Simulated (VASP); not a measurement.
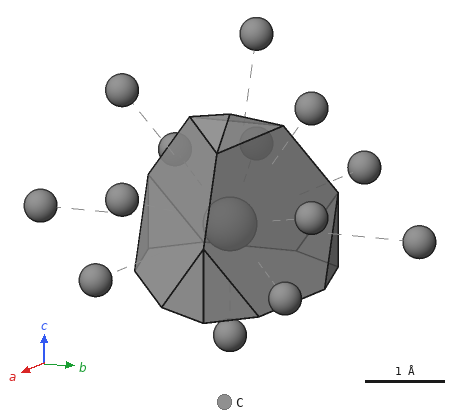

The polyhedron is the computed Voronoi (Dirichlet) cell of the central atom: each face lies in the plane that bisects the line to a neighbour. Central atom: C3 (4e) in C; faces take the colour of the neighbour behind them. Origin: the end point of a relaxation with VASP Kohn-Sham DFT of a periodic cell, LDA, VASP PAW LDA potentials, recommended (VASP 6.6.1).

C, space group P6_3/mmc (No. 194), a = 2.494 Å, b = 2.494 Å, c = 12.300 Å, α = 90.00°, β = 90.00°, γ = 120.00°

| site | Wyckoff | x | y | z |
| --- | --- | --- | --- | --- |
| C1 | 4f | 0.6667 | 0.3333 | 0.3549 |
| C2 | 4f | 0.6667 | 0.3333 | 0.4792 |
| C3 | 4e | 0.0000 | 0.0000 | 0.8131 |

> Give the Voronoi index ⟨n3,n4,n5,n6,…⟩ (numbers of faces with 3, 4, 5, 6 … edges).

13 faces, index ⟨9,0,0,3,0,0,1⟩.

> What is the volume of this Voronoi cell?

5.6 Å³, against a mean of 5.5 Å³ per atom in this structure.

> Tabulate the neighbours by distance and solid angle.

```csv
neighbour,faces,distance (Å),solid angle (% of sphere)
C,3,1.53,66.2
C,1,1.55,23.2
C,9,2.49,10.7
```
